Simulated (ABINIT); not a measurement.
**GaN (F-43m): refractive index against wavelength**

The refractive index of GaN (F-43m) below the direct gap (1.76 eV on the mesh) is read from one computed spectrum, n = √(Re ε).

Cell: a, b, c = 3.187, 3.187, 3.187 Å (primitive vectors), 2 atoms.

Method: ABINIT 10.8.3, PBE, independent particles, k-mesh 13×13×13, Lorentzian half width 0.05 eV.

Launch of the response step: `optic optic.abi`. The run took 71 s, its band step included, on 4 threads of Arm Neoverse N1, with other jobs on the host.

| wavelength (nm) | photon energy E (eV) | n |
| --- | --- | --- |
| 3000 | 0.413 | 2.4546 |
| 2000 | 0.620 | 2.4629 |
| 1550 | 0.800 | 2.4733 |
| 1310 | 0.946 | 2.4846 |
| 1064 | 1.165 | ? |

In the single-oscillator model n² − 1 = E₀E_d/(E₀² − E²), so 1/(n² − 1) = E₀/E_d − E²/(E₀E_d) is linear in E².

Working, on the rows shown:

| x = E² (eV²) | y = 1/(n² − 1) |
| --- | --- |
| 0.170801 | 0.199003 |
| 0.384302 | 0.197399 |
| 0.639837 | 0.195419 |
| 0.895757 | 0.193303 |

Means: x̄ = 0.52267, ȳ = 0.19628. Σ(x − x̄)(y − ȳ) = -0.002325, Σ(x − x̄)² = 0.2959. Slope = -0.002325 / 0.2959 = -0.007857; intercept = ȳ − slope · x̄ = 0.20039. Turned back into n, the line misses the rows shown by at most 0.00031.

Fill in the last column of the withheld row.

At x = 1.3578 the line gives y = 0.18972, that is 2.5042. The run gave 2.5080, so the extrapolation is off by 0.0038, 7 % of the range in the table. Beyond its data the fit drifts from the curve.

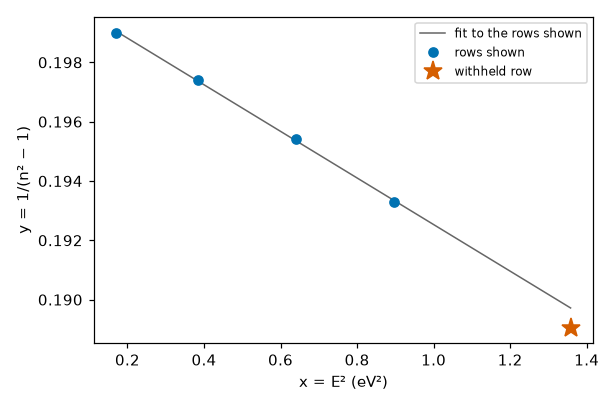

Refitted with all rows, the slope is -0.008393 and the intercept 0.20062. These give E₀ = √(intercept/−slope) = 4.89 eV and E_d = E₀/intercept = 24.4 eV; E₀ is 2.8 times the direct gap. The electronic limit at long wavelengths, without lattice vibrations, is n = √(1 + 1/intercept) = 2.446. Excitons are left out and so are local fields; PBE gaps are as a rule too small. The values come from a sum over the points of one k-mesh and carry its error, which grows as the direct gap shrinks. Spin-orbit coupling is left out.
